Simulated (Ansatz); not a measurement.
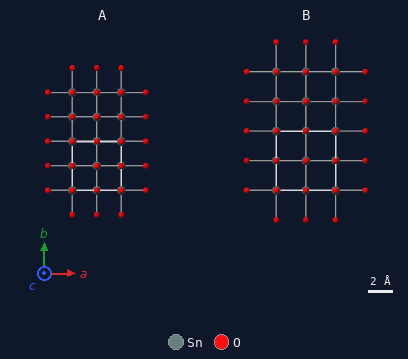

Two geometries of crystalline SnO (a generated structure, set up in Fm-3m) (coarse preliminary run), drawn at one scale. One is the start of a relaxation, the other its converged end. Style: ball-and-stick. Shown: the conventional cell (4 times the calculation's cell), repeated 1 × 2 × 1 with one cell outlined, along the c axis. Lengths and directions refer to the drawn axes.

These are results of DFT PBE, scalar-relativistic, plane waves, PAW (Ansatz 0.2.0), not measurements. Set-up: plane-wave cutoff 420 eV; k-point mesh 8 × 8 × 8; occupations gaussian; smearing width 0.1 eV; no spin polarisation; cell and atoms relaxed; force threshold 0.05 eV/Å; at most 60 steps.

**Which one is relaxed?**

Structure B is the relaxed one. Case: Mg → Sn on all its sites, cell and atoms relaxed. Over 7 accepted moves (9 points after the start) the energy falls by 5.082 eV per cell of the calculation. All forces vanish by symmetry, so only the cell relaxes. Pressure: 183.40 GPa at the start and −0.13 GPa at the end. At 2 points the geometry stayed and the basis and grid were re-selected for the new cell (energy shift of 0.381 eV per cell of the calculation at most each time). No atom moves by more than 0.005 Å relative to the cell. Cell: a = b = c 4.227 → 5.118 Å (+21.1 %). Volume +77.5 %. Near-neighbour distances that change, for instance: O–Sn 2.114 → 2.559 Å. The space group stays Fm-3m (No. 225). The run took 23 s on 1 thread of Intel(R) Xeon(R) Processor @ 2.50GHz (Skylake/Cascade Lake), with other jobs on the host, peak memory 0.32 GiB.
